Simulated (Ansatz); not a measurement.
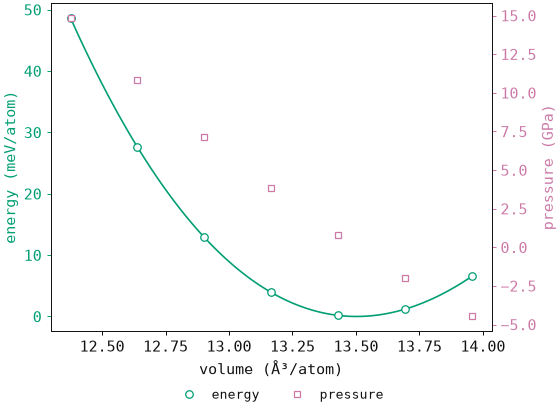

Plotted: energy and pressure against volume for Si₂Ni, space group Fm-3m (No. 225).

Cell as given: a = 3.823 Å, b = 3.823 Å, c = 3.823 Å, α = 60.00°, β = 60.00°, γ = 60.00°; 3 atoms.

Method: plane-wave DFT, collinear spins; energies at scaled volumes of the given cell, shape and fractions fixed, counted from the fit's minimum, third-order Birch-Murnaghan fit (Ansatz 0.2.0). Level: PBE, collinear spin.

```json
{"setting": "k mesh", "value": "9×9×9"}
{"setting": "occupations", "value": "Fermi–Dirac"}
{"setting": "smearing width", "value": "0.05 eV"}
{"setting": "potentials", "value": "Ansatz PAW"}
{"setting": "wave cutoff", "value": "420 eV"}
{"setting": "density cutoff", "value": "1680 eV"}
```

### Give the fitted equation-of-state parameters.

A third-order Birch–Murnaghan fit gives V0 = 13.50 Å³/atom, B0 = 144 GPa and B′ = 3.8.

### Read off the course of the pressure.

It falls from 14.84 GPa at volume 12.38 Å³/atom to −4.48 GPa at 13.96 Å³/atom, and changes sign near 13.50 Å³/atom.
